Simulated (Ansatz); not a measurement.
# Single-point calculation of TiO (part 3 of 3)

The same run, continued: TiO (P-62m, 6 atoms in the cell); DFT r2SCAN+U, scalar-relativistic, plane waves, PAW, Ueff = 4 eV on Ti d, spin-polarised (Ansatz 0.2.0); cutoff 500 eV, 6×6×6 k-mesh, Gaussian smearing of 0.1 eV, collinear spins. The structure derives from a Materials Project entry.

Geometry of the input (Å; fractional positions):
```
4.9891  0.0000  0.0000
-2.4945  4.3207  0.0000
0.0000  0.0000  2.8733
Ti 0.6667  0.3333  0.5000
Ti 0.3333  0.6667  0.5000
Ti 0.0000  0.0000  0.0000
O  0.6056  0.6056  0.0000
O  0.3944  0.0000  0.0000
O  0.0000  0.3944  0.0000
```

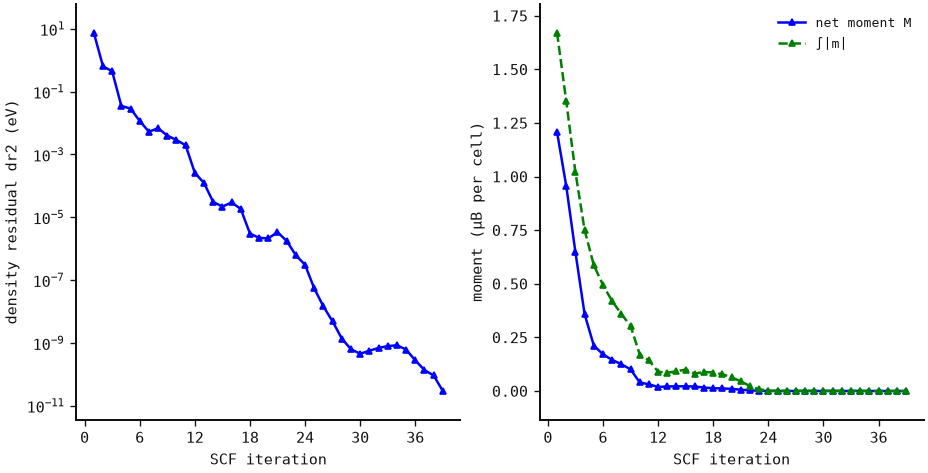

Convergence of the self-consistent field: density residual dr2 and magnetic moment against the SCF iteration. The residual falls almost steadily, with no more than small rises. The net moment goes from 1.2 to 0.0 μB per cell, and ∫|m| falls to zero.

```
this state was not tested for a lower state beside it, because the mixer in use, unlike msr1, does not test its closes by its own steps (another_mixer; see scf.mixing.algorithm and scf.lower_state_search)
SCF converged after 39 iterations
Magnetization: 0.0000 μB (27.0000 up, 27.0000 down)
Absolute magnetization: 0.0000 μB (∫|ρ↑−ρ↓|, with the PAW one-centre terms)
Spin contamination: 0.0000 ħ² per cell (⟨S²⟩ above its minimum at these occupations)
Per-site moments (μB) at R_I (Å): [(-3.464619835139715e-6, 0.8667985001749767), (-3.4646198351856513e-6, 0.8667985001749766), (7.029891281075381e-6, 0.8117585736574755), (4.93443215214355e-7, 0.8117585736574755), (4.934432152763936e-7, 0.8117585736574756), (4.934432153944215e-7, 0.8117585736574755)]
Free energy (F): -9216.584490 eV
Harris-Foulkes:  -9216.584490 eV  (|F-HF|=2.55e-11)
Internal energy: -9216.580995 eV  (E = F + TS)
E sigma→0 (E₀):  -9216.582742 eV
Entropy (-TS):   -0.003496 eV (-0.583 meV/atom)
Fermi energy:    16.427399 eV
--- Per-component energies (eV) ---
  E_band       = -413.963033
  E_kinetic    = 1358.459712
  E_local      = -3000.087134  (includes V_loc(G=0)·N_el)
  E_nonlocal   = 160.876575
  E_hartree    = 1192.541757
  E_xc         = -504.697825
  E_vxc        = -722.463245  (∫ρ·V_xc dr)
  E_hubbard    = 11.037607  (on-site DFT+U / exact-exchange correction)
  E_vhub       = 6.122754  (the Hubbard potential's part of the band-sum identity)
  E_paw        = -3649.500754  (= ΣΔE_a)
  E_vpaw       = -649.167827  (= ΣTr[D̂ρ^β])
  E_aug_tail   = 0.003331  (compensation charges beyond the density's cutoff)
  E_vtau       = 47.209402  (kinetic-family band-sum trace: ∫τ·v_τ [+ j·A + Jᵃ·Aᵃ] dr)
  E_ewald      = -4784.358070
  E_core_change = -0.856194  (= ΣΔE_core)
  E_smearing   = -0.003496  (= −TS)
  E_closure    = 0.000000  (closes the sum)
  Σ components = -9216.584490   (vs F -9216.584490, Δ=0.00e0)
--- Forces (eV/Å), atoms counted from 1 ---
  atom   1  Ti     0.00000000     0.00000000     0.00000000
  atom   2  Ti     0.00000000     0.00000000     0.00000000
  atom   3  Ti    -0.00000000    -0.00000000     0.00000000
  atom   4  O      0.06908471     0.11965823     0.00000000
  atom   5  O     -0.13816942     0.00000000     0.00000000
  atom   6  O      0.06908471    -0.11965823     0.00000000
  max |Σ_I F_I| component: 9.71e-17 eV/Å
--- Stress (GPa, compression-positive) ---
        5.062353      -0.000000       0.000000
        0.000000       5.062353       0.000000
        0.000000       0.000000       5.870408
  P = ⅓ Tr σ = 5.3317 GPa (53.317 kbar)
--- Band table (eV; the first three rows and the last of 56) ---
  k-point 0 ↑: bands = ["-44.8798", "-44.7973", "-44.6800", "-20.3314", "-20.3314", "-20.1473", "-20.1473", "-19.8823", "-19.8823", "-19.8305", "-19.7399", "-19.3834", "-7.0517", "-5.4562", "-5.4562", "6.6965", "8.3252", "8.3252", "9.4088", "9.5821", "9.5821", "10.2870", "10.2870", "10.4710", "12.4300", "15.2115", "15.9459", "15.9459", "17.3073", "17.5300", "17.5300", "17.6408", "17.6408", "18.2525", "18.9391"]
  k-point 1 ↑: bands = ["-44.8650", "-44.7853", "-44.6699", "-20.2950", "-20.2950", "-20.1245", "-20.1245", "-19.9823", "-19.8833", "-19.8833", "-19.8552", "-19.4871", "-6.7850", "-5.4799", "-5.4799", "7.1464", "8.2414", "8.2414", "9.1348", "9.2729", "9.2729", "9.6789", "10.2372", "10.2372", "13.6949", "15.6647", "15.6647", "15.8301", "17.4952", "17.6362", "17.6362", "17.7792", "17.7792", "18.7082", "18.9340"]
  k-point 2 ↑: bands = ["-44.8344", "-44.7609", "-44.6486", "-20.2753", "-20.2208", "-20.2208", "-20.0810", "-20.0763", "-20.0763", "-19.8908", "-19.8908", "-19.6903", "-6.2351", "-5.5364", "-5.5364", "7.5586", "8.0455", "8.0455", "8.0952", "8.6692", "8.6692", "10.0247", "10.3001", "10.3001", "15.0546", "15.0546", "15.6554", "17.4522", "17.8399", "17.8399", "17.9089", "17.9524", "17.9524", "18.6351", "18.6351"]
  k-point 27 ↓: bands = ["-44.7807", "-44.7807", "-44.6318", "-20.3526", "-20.3526", "-20.2389", "-20.0429", "-20.0429", "-19.9982", "-19.9982", "-19.8658", "-19.7679", "-5.7617", "-5.6174", "-5.6174", "7.6421", "7.6421", "8.1543", "8.1543", "8.2868", "8.4982", "9.4248", "10.3807", "10.3807", "14.9633", "15.1801", "15.1801", "17.5545", "17.5545", "18.1997", "18.5063", "18.5063", "18.5428", "18.5428", "18.7614"]
Occupation matrices written to [file]
--- Löwdin populations: 6 sites ---
  site symbol       q [e]    m [muB]
     0     Ti     11.0772    -0.0000
     1     Ti     11.0772    -0.0000
     2     Ti     11.2395     0.0000
     3      O      6.7573     0.0000
     4      O      6.7573     0.0000
     5      O      6.7573     0.0000
  spilling = 0.006190 (of n_electrons = 54.000000)
```

## File populations.tsv
```
# site	symbol	l	j	q_up	q_dn
# orbitals = lowdin
# n_electrons = 54.000000
# spilling = 0.006190
# projection_atom_Ti: [Ne] 3s2 3p6 3d2 4s2
# projection_atom_O: [He] 2s2 2p4
0	Ti	0_3S	-	0.959014	0.959014
0	Ti	0_4S	-	0.251180	0.251181
0	Ti	1_3P	-	2.994827	2.994827
0	Ti	2_3D	-	1.333553	1.333559
1	Ti	0_3S	-	0.959014	0.959014
1	Ti	0_4S	-	0.251180	0.251181
1	Ti	1_3P	-	2.994827	2.994827
1	Ti	2_3D	-	1.333553	1.333559
2	Ti	0_3S	-	0.964029	0.964029
2	Ti	0_4S	-	0.318729	0.318728
2	Ti	1_3P	-	2.994143	2.994143
2	Ti	2_3D	-	1.342852	1.342840
3	O	0_2S	-	0.864880	0.864880
3	O	1_2P	-	2.513773	2.513773
4	O	0_2S	-	0.864880	0.864880
4	O	1_2P	-	2.513773	2.513773
5	O	0_2S	-	0.864880	0.864880
5	O	1_2P	-	2.513773	2.513773
```

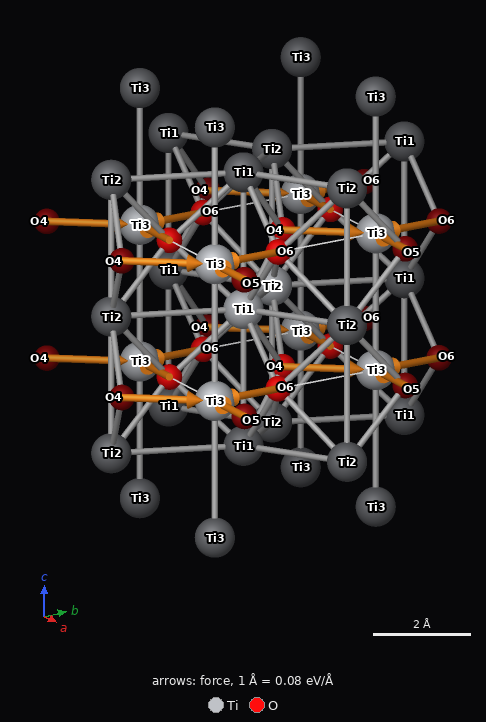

Forces on the atoms as orange arrows (ball-and-stick view of the cell of the calculation, seen slightly off an axis; neighbours outside the cell are drawn fainter; atoms are numbered from 1 in the order of the input). The largest act on all 3 O atoms (0.14 eV/Å). The geometry is not a stationary point of this energy.

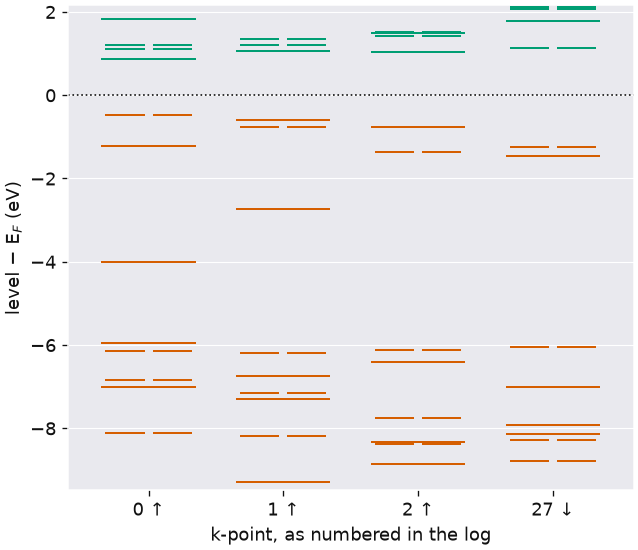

Kohn–Sham levels near the Fermi level (dotted) at the few k-points that the log prints; levels within 0.02 eV of each other stand side by side. The system is metallic on the full mesh.

## Key numbers

| quantity | value |
| --- | --- |
| outcome | converged |
| space group (tolerance 0.01 Å) | P-62m (189) |
| electrons treated | 54 |
| free energy | −9216.5845 eV |
| Fermi energy | 16.427 eV |
| gap on the k-point mesh | none (metallic) |
| net moment of the cell | 0.00 μB |
| integrated absolute moment | 0.00 μB |
| pressure | 5.33 GPa |
| largest force (length of the vector) | 0.138 eV/Å |
| hardware | 1 thread of Intel Xeon (Granite Rapids), 192 GiB of memory available, shared host |
| wall time | 56 s |
| peak memory | 0.64 GiB |

## Notes

The electronic state found may not be the lowest one. Notes on the run: some starting moments were not kept; the state was not tested for a lower one. The cell is under a pressure of 5.3 GPa at this level, so it is not at its equilibrium volume.
